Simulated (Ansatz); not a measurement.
**ZrSe$_{2}$: density, localisation and related maps**

Input file:

```
crystal:
  lattice:
    - [3.8231530509, 0.0, 0.0]
    - [-1.9115765255, 3.3109476647, 0.0]
    - [0.0, 0.0, 6.2330078176]
  atoms:
    - { symbol: Zr, position: [0.0, 0.0, 0.0] }
    - { symbol: Se, position: [0.6666666667, 0.3333333333, 0.75] }
    - { symbol: Se, position: [0.3333333333, 0.6666666667, 0.25] }
hamiltonian:
  xc: { exchange: rpw86, correlation: pbe }
  pseudopotentials: { kind: paw }
  dispersion: rvv10
kpoints:
  mp_grid: { grid: [8, 8, 5] }
scf:
  occupations: { method: fermi_dirac, width: 0.05 }
output:
  forces: true
  stress: true
  eigenvalues: true
  write_density: true
  write_potential: true
  elf: true
  volumetric_format: npy
```

Run with:

```sh
ansatz run input.yaml --threads 2 --pin off --max-ram 5120MiB --backend cpu --events-out ev --progress --plain --runs-dir out
```

Below, planes, directions and counts refer to the conventional cell (a = 3.82 Å, b = 3.82 Å, c = 6.23 Å, α = 90.00°, β = 90.00°, γ = 120.00°).

Space group P-3m1; not relaxed (largest force 0.4 eV/Å).

All numbers below come from Kohn-Sham DFT of a periodic cell, rPW86-PBE with rVV10, Ansatz PAW in Ansatz 0.2.0.

Core electrons are frozen (PAW), and the valence fields are smoothed inside the atomic spheres.

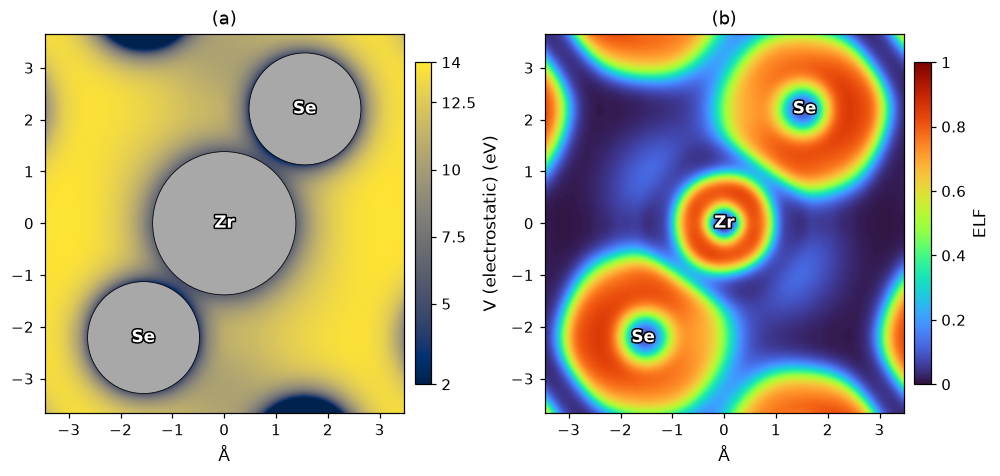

Figure 1. (a) electrostatic potential (local pseudopotential plus Hartree) felt by an electron; (b) ELF on the (110) plane of the conventional cell. Grey discs cover the atomic cores in the potential map.

Q: Describe what can be read from this map.

A:
- The section cuts through Zr and Se sites.
- Zr–Se (2.70 Å): the ELF is about 0.45 at the midpoint.
- The features right at Zr lie inside the PAW spheres, where the map follows smoothed inner orbitals and isn't to be read closely.
- Outside the cores the potential energy rises away from the atoms and is highest about 2.6 Å from the nearest atoms; its zero is arbitrary.

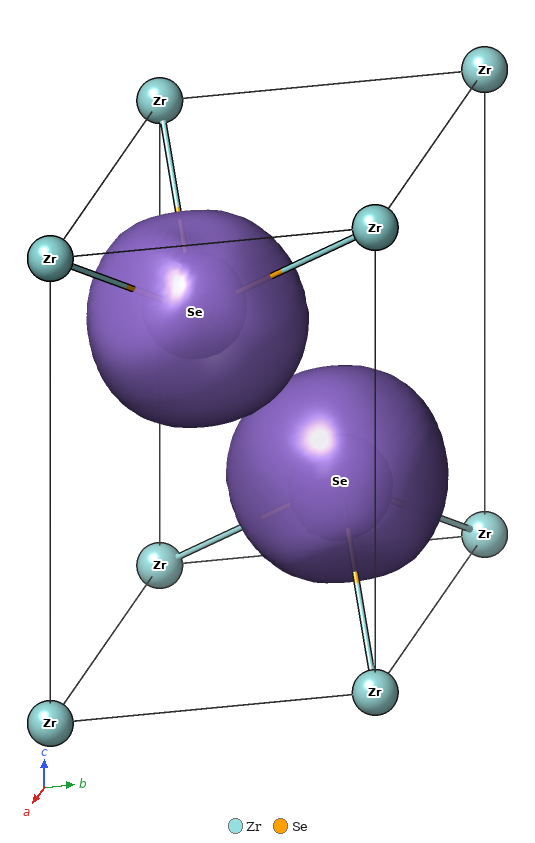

Figure 2. Isosurface of the electron localisation function at 0.7 (purple), seen at an oblique angle. Only the valence region is drawn (cores and ρ < 0.01 e/Å³ removed). Sticks mark near contacts.

Q: Identify the bonds, lone pairs and shells in this picture.

A: At this value the surface marks out two regions wrapped around Se (the valence shell of each), counted in one cell of 3 atoms. Any copies at cell faces, edges or corners count once.

Q: Metal or insulator at this level of theory?

A: It is gapped, with a Kohn–Sham gap of 0.42 eV on the k-point mesh (the band edges may lie off the mesh, which would make the gap smaller).
